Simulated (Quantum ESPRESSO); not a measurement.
FeO: single-point calculation

The run: single-point calculation of FeO (R-3m, 2 atoms in the cell). Method and program: Kohn-Sham DFT of a periodic cell, PBEsol, GBRV 1.5 PBEsol, spin-polarised (Quantum ESPRESSO 7.5).

The structure derives from an entry of the Crystallography Open Database.

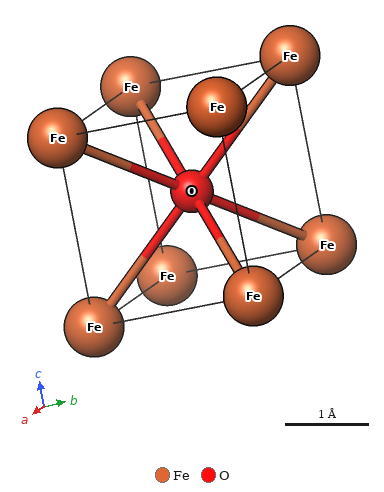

The input geometry (ball-and-stick view of the reduced cell, seen slightly off an axis). An atom can appear more than once, as a periodic image. Near neighbours in the periodic cell (some may lie outside the picture): Fe has 6 O at 2.16 Å; O has 6 Fe at 2.16 Å.

Summary

```json
{"quantity": "outcome", "value": "converged"}
{"quantity": "space group (tolerance 0.01 Å)", "value": "R-3m (166)"}
{"quantity": "electrons treated", "value": "22"}
{"quantity": "free energy", "value": "−3842.3603 eV"}
{"quantity": "Fermi energy", "value": "14.251 eV"}
{"quantity": "gap on the k-point mesh", "value": "none (metallic)"}
{"quantity": "net moment of the cell", "value": "4.00 μB"}
{"quantity": "integrated absolute moment", "value": "4.02 μB"}
{"quantity": "pressure", "value": "−9.36 GPa"}
{"quantity": "largest force (length of the vector)", "value": "under 0.001 eV/Å"}
{"quantity": "hardware", "value": "2 threads of AMD EPYC (Zen 3), 192 GiB of memory available, shared host"}
{"quantity": "wall time", "value": "29 s (CPU time 56 s)"}
{"quantity": "peak memory", "value": "0.24 GiB"}
```

Remarks

The cell is under a tension of 9.4 GPa at this level, so it is not at its equilibrium volume.

Input file
```
&CONTROL
  calculation = 'scf'
  prefix = 'pwscf'
  outdir = './tmp'
  pseudo_dir = './pseudo'
  tprnfor = .true.
  tstress = .true.
  disk_io = 'nowf'
/
&SYSTEM
  ibrav = 0
  nat = 2
  ntyp = 2
  ecutwfc = 56
  ecutrho = 448
  nbnd = 21
  occupations = 'smearing'
  smearing = 'fd'
  degauss = 0.00367493
  nspin = 2
  starting_magnetization(1) = 0.1875
  starting_magnetization(2) = 0
/
&ELECTRONS
  conv_thr = 4d-10
  electron_maxstep = 120
  mixing_beta = 0.3
/
ATOMIC_SPECIES
Fe    55.8450 fe_pbesol_v1.5.uspp.F.UPF
O     15.9990 o_pbesol_v1.2.uspp.F.UPF
CELL_PARAMETERS angstrom
   1.5188209023    0.8768916568    2.5195772846
  -1.5188209023    0.8768916568    2.5195772846
   0.0000000000   -1.7537833136    2.5195772846
ATOMIC_POSITIONS angstrom
Fe     0.0000000000    0.0000000000    0.0000000000
O      0.0000000000    0.0000000000    3.7793659269
K_POINTS automatic
9 9 9 0 0 0
```

Launch command:
```bash
OMP_NUM_THREADS=1 mpirun -n 2 pw.x -nk 2 -in pw.in > pw.out
```

What the program printed
```
This program is part of the open-source Quantum ESPRESSO suite
     for quantum simulation of materials; please cite
         "P. Giannozzi et al., J. Phys.:Condens. Matter 21 395502 (2009);
         "P. Giannozzi et al., J. Phys.:Condens. Matter 29 465901 (2017);
         "P. Giannozzi et al., J. Chem. Phys. 152 154105 (2020);
          URL
     in publications or presentations arising from this work. More details at

     Message from routine setup:
     using ibrav=0 with symmetry is DISCOURAGED, use correct ibrav instead

     K-points division:     npool     =       2
     Subspace diagonalization in iterative solution of the eigenvalue problem:
     a serial algorithm will be used

     G-vector sticks info
     --------------------
     sticks:   dense  smooth     PW     G-vecs:    dense   smooth      PW
     Sum        1035     513    163                21837     7727    1459

     Using Slab Decomposition

     bravais-lattice index     =            0
     lattice parameter (alat)  =       5.8012  a.u.
     unit-cell volume          =     135.8714 (a.u.)^3
     number of atoms/cell      =            2
     number of atomic types    =            2
     number of electrons       =        22.00
     number of Kohn-Sham states=           21
     kinetic-energy cutoff     =      56.0000  Ry
     charge density cutoff     =     448.0000  Ry
     scf convergence threshold =      4.0E-10
     mixing beta               =       0.3000
     number of iterations used =            8  plain     mixing
     Exchange-correlation= SLA  PW   PSX  PSC
                           (   1   4  10   8   0   0   0)

     celldm(1)=   5.801190  celldm(2)=   0.000000  celldm(3)=   0.000000
     celldm(4)=   0.000000  celldm(5)=   0.000000  celldm(6)=   0.000000

     crystal axes: (cart. coord. in units of alat)
               a(1) = (   0.494753   0.285646   0.820747 )
               a(2) = (  -0.494753   0.285646   0.820747 )
               a(3) = (   0.000000  -0.571291   0.820747 )

     reciprocal axes: (cart. coord. in units 2 pi/alat)
               b(1) = (  1.010606  0.583473  0.406134 )
               b(2) = ( -1.010606  0.583473  0.406134 )
               b(3) = (  0.000000 -1.166947  0.406134 )

     PseudoPot. # 1 for Fe read from file:
     fe_pbesol_v1.5.uspp.F.UPF
     Pseudo is Ultrasoft + core correction, Zval = 16.0
     Generated by new atomic code, or converted to UPF format
     Using radial grid of  861 points,  6 beta functions with:
                l(1) =   0
                l(2) =   0
                l(3) =   1
                l(4) =   1
                l(5) =   2
                l(6) =   2
     Q(r) pseudized with  8 coefficients,  rinner =    1.000   1.000   1.000
                                                       1.000   1.000

     PseudoPot. # 2 for O  read from file:
     o_pbesol_v1.2.uspp.F.UPF
     Pseudo is Ultrasoft + core correction, Zval =  6.0
     Generated by new atomic code, or converted to UPF format
     Using radial grid of  737 points,  5 beta functions with:
                l(1) =   0
                l(2) =   0
                l(3) =   1
                l(4) =   1
                l(5) =   2
     Q(r) pseudized with  8 coefficients,  rinner =    0.900   0.900   0.900
                                                       0.900   0.900

     atomic species   valence    mass     pseudopotential
     Fe               16.00    55.84500     Fe( 1.00)
     O                 6.00    15.99900     O ( 1.00)

     Starting magnetic structure
     atomic species   magnetization
     Fe              0.188
     O               0.000

     12 Sym. Ops., with inversion, found

   Cartesian axes

     site n.     atom                  positions (alat units)
         1        Fe     tau(   1) = (   0.0000000   0.0000000   0.0000000  )
         2        O      tau(   2) = (   0.0000000   0.0000000   1.2311209  )

     number of k points=    85  Fermi-Dirac smearing, width (Ry)=  0.0037
                       cart. coord. in units 2pi/alat
        k(    1) = (   0.0000000   0.0000000   0.0000000), wk =   0.0013717
        k(    2) = (   0.0000000  -0.1296607   0.0451260), wk =   0.0082305
        k(    3) = (   0.0000000  -0.2593215   0.0902520), wk =   0.0082305
        k(    4) = (   0.0000000  -0.3889822   0.1353780), wk =   0.0082305
        k(    5) = (   0.0000000  -0.5186430   0.1805040), wk =   0.0082305
        k(    6) = (  -0.1122895  -0.0648304   0.0902520), wk =   0.0082305
        k(    7) = (  -0.1122895  -0.1944911   0.1353780), wk =   0.0164609
        k(    8) = (  -0.1122895  -0.3241519   0.1805040), wk =   0.0164609
        k(    9) = (  -0.1122895  -0.4538126   0.2256300), wk =   0.0164609
        k(   10) = (  -0.1122895   0.5834734  -0.1353780), wk =   0.0164609
        k(   11) = (  -0.1122895   0.4538126  -0.0902520), wk =   0.0164609
        k(   12) = (  -0.1122895   0.3241519  -0.0451260), wk =   0.0164609
        k(   13) = (  -0.1122895   0.1944911  -0.0000000), wk =   0.0082305
        k(   14) = (  -0.2245790  -0.1296607   0.1805040), wk =   0.0082305
        k(   15) = (  -0.2245790  -0.2593215   0.2256300), wk =   0.0164609
        k(   16) = (  -0.2245790  -0.3889822   0.2707560), wk =   0.0164609
        k(   17) = (  -0.2245790   0.6483037  -0.0902520), wk =   0.0164609
        k(   18) = (  -0.2245790   0.5186430  -0.0451260), wk =   0.0164609
        k(   19) = (  -0.2245790   0.3889822  -0.0000000), wk =   0.0082305
        k(   20) = (  -0.3368685  -0.1944911   0.2707560), wk =   0.0082305
        k(   21) = (  -0.3368685  -0.3241519   0.3158820), wk =   0.0164609
        k(   22) = (  -0.3368685   0.7131341  -0.0451260), wk =   0.0164609
        k(   23) = (  -0.3368685   0.5834734  -0.0000000), wk =   0.0082305
        k(   24) = (  -0.4491580  -0.2593215   0.3610080), wk =   0.0082305
        k(   25) = (  -0.4491580   0.7779645  -0.0000000), wk =   0.0082305
        k(   26) = (   0.0000000   0.0000000   0.1353780), wk =   0.0027435
        k(   27) = (   0.0000000  -0.1296607   0.1805040), wk =   0.0082305
        k(   28) = (   0.0000000  -0.2593215   0.2256300), wk =   0.0082305
        k(   29) = (   0.0000000  -0.3889822   0.2707560), wk =   0.0082305
        k(   30) = (  -0.0000000   0.6483037  -0.0902520), wk =   0.0082305
        k(   31) = (  -0.0000000   0.5186430  -0.0451260), wk =   0.0082305
        k(   32) = (  -0.0000000   0.3889822  -0.0000000), wk =   0.0082305
        k(   33) = (  -0.0000000   0.2593215   0.0451260), wk =   0.0082305
        k(   34) = (  -0.1122895  -0.0648304   0.2256300), wk =   0.0082305
        k(   35) = (  -0.1122895  -0.1944911   0.2707560), wk =   0.0164609
        k(   36) = (  -0.1122895  -0.3241519   0.3158820), wk =   0.0164609
        k(   37) = (  -0.1122895   0.7131341  -0.0451260), wk =   0.0164609
        k(   38) = (  -0.1122895   0.5834734  -0.0000000), wk =   0.0164609
        k(   39) = (  -0.1122895   0.4538126   0.0451260), wk =   0.0164609
        k(   40) = (  -0.1122895   0.3241519   0.0902520), wk =   0.0164609
        k(   41) = (  -0.2245790  -0.1296607   0.3158820), wk =   0.0082305
        k(   42) = (  -0.2245790  -0.2593215   0.3610080), wk =   0.0164609
        k(   43) = (  -0.2245790   0.7779645  -0.0000000), wk =   0.0164609
        k(   44) = (  -0.2245790   0.6483037   0.0451260), wk =   0.0164609
        k(   45) = (  -0.2245790   0.5186430   0.0902520), wk =   0.0164609
        k(   46) = (  -0.2245790   0.3889822   0.1353780), wk =   0.0164609
        k(   47) = (  -0.3368685  -0.1944911   0.4061339), wk =   0.0082305
        k(   48) = (  -0.3368685   0.8427949   0.0451260), wk =   0.0164609
        k(   49) = (  -0.3368685   0.7131341   0.0902520), wk =   0.0164609
        k(   50) = (  -0.3368685   0.5834734   0.1353780), wk =   0.0164609
        k(   51) = (  -0.3368685   0.4538126   0.1805040), wk =   0.0164609
        k(   52) = (   0.5614475   0.3241519  -0.3158820), wk =   0.0082305
        k(   53) = (   0.5614475   0.1944911  -0.2707560), wk =   0.0164609
        k(   54) = (   0.5614475   0.0648304  -0.2256300), wk =   0.0164609
        k(   55) = (   0.4491580   0.2593215  -0.2256300), wk =   0.0082305
        k(   56) = (   0.4491580   0.1296607  -0.1805040), wk =   0.0164609
        k(   57) = (   0.3368685   0.1944911  -0.1353780), wk =   0.0082305
        k(   58) = (   0.0000000   0.0000000   0.2707560), wk =   0.0027435
        k(   59) = (   0.0000000  -0.1296607   0.3158820), wk =   0.0082305
        k(   60) = (   0.0000000  -0.2593215   0.3610080), wk =   0.0082305
        k(   61) = (  -0.0000000   0.7779645  -0.0000000), wk =   0.0082305
        k(   62) = (  -0.0000000   0.6483037   0.0451260), wk =   0.0082305
        k(   63) = (  -0.0000000   0.5186430   0.0902520), wk =   0.0082305
        k(   64) = (  -0.1122895  -0.0648304   0.3610080), wk =   0.0082305
        k(   65) = (  -0.1122895  -0.1944911   0.4061339), wk =   0.0164609
        k(   66) = (  -0.1122895   0.8427949   0.0451260), wk =   0.0164609
        k(   67) = (  -0.1122895   0.7131341   0.0902520), wk =   0.0164609
        k(   68) = (  -0.1122895   0.5834734   0.1353780), wk =   0.0164609
        k(   69) = (  -0.2245790  -0.1296607   0.4512599), wk =   0.0082305
        k(   70) = (  -0.2245790   0.9076252   0.0902520), wk =   0.0164609
        k(   71) = (  -0.2245790   0.7779645   0.1353780), wk =   0.0164609
        k(   72) = (  -0.2245790   0.6483037   0.1805040), wk =   0.0164609
        k(   73) = (   0.6737370   0.3889822  -0.2707560), wk =   0.0082305
        k(   74) = (   0.6737370   0.2593215  -0.2256300), wk =   0.0164609
        k(   75) = (   0.5614475   0.3241519  -0.1805040), wk =   0.0082305
        k(   76) = (   0.0000000   0.0000000   0.4061339), wk =   0.0027435
        k(   77) = (   0.0000000  -0.1296607   0.4512599), wk =   0.0082305
        k(   78) = (  -0.0000000   0.9076252   0.0902520), wk =   0.0082305
        k(   79) = (  -0.0000000   0.7779645   0.1353780), wk =   0.0082305
        k(   80) = (  -0.1122895  -0.0648304   0.4963859), wk =   0.0082305
        k(   81) = (  -0.1122895   0.9724556   0.1353780), wk =   0.0164609
        k(   82) = (  -0.1122895   0.8427949   0.1805040), wk =   0.0164609
        k(   83) = (   0.7860265   0.4538126  -0.2256300), wk =   0.0082305
        k(   84) = (   0.0000000   0.0000000   0.5415119), wk =   0.0027435
        k(   85) = (  -0.0000000   1.0372860   0.1805040), wk =   0.0082305

     Dense  grid:    21837 G-vectors     FFT dimensions: (  40,  40,  40)

     Smooth grid:     7727 G-vectors     FFT dimensions: (  27,  27,  27)

     Check: negative core charge=   -0.000030
     Generating pointlists ...
     new r_m :   0.2902 (alat units)  1.6832 (a.u.) for type    1
     new r_m :   0.2902 (alat units)  1.6832 (a.u.) for type    2

     Initial potential from superposition of free atoms

     starting charge      21.0000, renormalised to      22.0000
     Starting wfcs are   17 randomized atomic wfcs +    4 random wfcs

     Self-consistent Calculation

     iteration #  1     ecut=    56.00 Ry     beta= 0.30
     Davidson diagonalization with overlap
     ethr =  1.00E-02,  avg # of iterations =  5.4

     total energy              =    -282.23076458 Ry
     estimated scf accuracy    <       0.66467025 Ry

     total magnetization       =     3.80 Bohr mag/cell
     absolute magnetization    =     3.80 Bohr mag/cell

     iteration #  2     ecut=    56.00 Ry     beta= 0.30
     Davidson diagonalization with overlap
     ethr =  3.02E-03,  avg # of iterations =  1.9

     total energy              =    -282.36404054 Ry
     estimated scf accuracy    <       0.15909051 Ry

     total magnetization       =     3.42 Bohr mag/cell
     absolute magnetization    =     3.42 Bohr mag/cell

     iteration #  3     ecut=    56.00 Ry     beta= 0.30
     Davidson diagonalization with overlap
     ethr =  7.23E-04,  avg # of iterations =  1.2

     total energy              =    -282.39931035 Ry
     estimated scf accuracy    <       0.02888207 Ry

     total magnetization       =     3.94 Bohr mag/cell
     absolute magnetization    =     3.94 Bohr mag/cell

     iteration #  4     ecut=    56.00 Ry     beta= 0.30
     Davidson diagonalization with overlap
     ethr =  1.31E-04,  avg # of iterations =  1.8

     total energy              =    -282.40641434 Ry
     estimated scf accuracy    <       0.01351922 Ry

     total magnetization       =     3.97 Bohr mag/cell
     absolute magnetization    =     3.97 Bohr mag/cell

     iteration #  5     ecut=    56.00 Ry     beta= 0.30
     Davidson diagonalization with overlap
     ethr =  6.15E-05,  avg # of iterations =  1.7

     total energy              =    -282.40798121 Ry
     estimated scf accuracy    <       0.00118057 Ry

     total magnetization       =     4.00 Bohr mag/cell
     absolute magnetization    =     4.01 Bohr mag/cell

     iteration #  6     ecut=    56.00 Ry     beta= 0.30
     Davidson diagonalization with overlap
     ethr =  5.37E-06,  avg # of iterations =  3.1

     total energy              =    -282.40825424 Ry
     estimated scf accuracy    <       0.00006495 Ry

     total magnetization       =     4.00 Bohr mag/cell
     absolute magnetization    =     4.01 Bohr mag/cell

     iteration #  7     ecut=    56.00 Ry     beta= 0.30
     Davidson diagonalization with overlap
     ethr =  2.95E-07,  avg # of iterations =  1.6

     total energy              =    -282.40826455 Ry
     estimated scf accuracy    <       0.00001819 Ry

     total magnetization       =     4.00 Bohr mag/cell
     absolute magnetization    =     4.01 Bohr mag/cell

     iteration #  8     ecut=    56.00 Ry     beta= 0.30
     Davidson diagonalization with overlap
     ethr =  8.27E-08,  avg # of iterations =  2.0

     total energy              =    -282.40827315 Ry
     estimated scf accuracy    <       0.00000537 Ry

     total magnetization       =     4.00 Bohr mag/cell
     absolute magnetization    =     4.02 Bohr mag/cell

     iteration #  9     ecut=    56.00 Ry     beta= 0.30
     Davidson diagonalization with overlap
     ethr =  2.44E-08,  avg # of iterations =  1.0

     total energy              =    -282.40827346 Ry
     estimated scf accuracy    <       0.00000169 Ry

     total magnetization       =     4.00 Bohr mag/cell
     absolute magnetization    =     4.02 Bohr mag/cell

     iteration # 10     ecut=    56.00 Ry     beta= 0.30
     Davidson diagonalization with overlap
     ethr =  7.69E-09,  avg # of iterations =  1.4

     total energy              =    -282.40827371 Ry
     estimated scf accuracy    <       0.00000002 Ry

     total magnetization       =     4.00 Bohr mag/cell
     absolute magnetization    =     4.02 Bohr mag/cell

     iteration # 11     ecut=    56.00 Ry     beta= 0.30
     Davidson diagonalization with overlap
     ethr =  8.47E-11,  avg # of iterations =  1.8

     total energy              =    -282.40827374 Ry
     estimated scf accuracy    <          2.6E-09 Ry

     total magnetization       =     4.00 Bohr mag/cell
     absolute magnetization    =     4.02 Bohr mag/cell

     iteration # 12     ecut=    56.00 Ry     beta= 0.30
     Davidson diagonalization with overlap
     ethr =  1.17E-11,  avg # of iterations =  1.7

     Magnetic moment per site  (integrated on atomic sphere of radius R)
     atom   1 (R=0.290)  charge= 13.5390  magn=  3.4590
     atom   2 (R=0.290)  charge=  5.8153  magn=  0.3221

     End of self-consistent calculation

     Number of k-points >= 100: set verbosity='high' to print the bands.

     the Fermi energy is    14.2509 ev

!    total energy              =    -282.40827376 Ry
     estimated scf accuracy    <          5.5E-11 Ry
     smearing contrib. (-TS)   =      -0.00074751 Ry
     internal energy E=F+TS    =    -282.40752624 Ry

     The total energy is F=E-TS. E is the sum of the following terms:
     one-electron contribution =    -137.04700251 Ry
     hartree contribution      =      80.53746809 Ry
     xc contribution           =     -36.20758738 Ry
     ewald contribution        =    -189.69040444 Ry

     total magnetization       =     4.00 Bohr mag/cell
     absolute magnetization    =     4.02 Bohr mag/cell

     convergence has been achieved in  12 iterations

     Forces acting on atoms (cartesian axes, Ry/au):

     atom    1 type  1   force =     0.00000000   -0.00000000   -0.00000000
     atom    2 type  2   force =     0.00000000   -0.00000000   -0.00000000

     Total force =     0.000000     Total SCF correction =     0.000000

     Computing stress (Cartesian axis) and pressure

          total   stress  (Ry/bohr**3)                   (kbar)     P=      -93.57
  -0.00061117  -0.00000000  -0.00000000          -89.91       -0.00       -0.00
  -0.00000000  -0.00061117   0.00000000           -0.00      -89.91        0.00
  -0.00000000   0.00000000  -0.00068588           -0.00        0.00     -100.90

=------------------------------------------------------------------------------=
   JOB DONE.
=------------------------------------------------------------------------------=
```

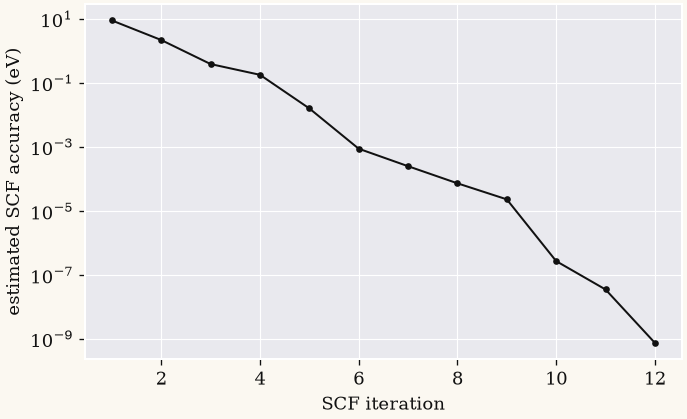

Convergence of the self-consistent field: estimated SCF accuracy against the iteration. The field takes 12 iterations in all.
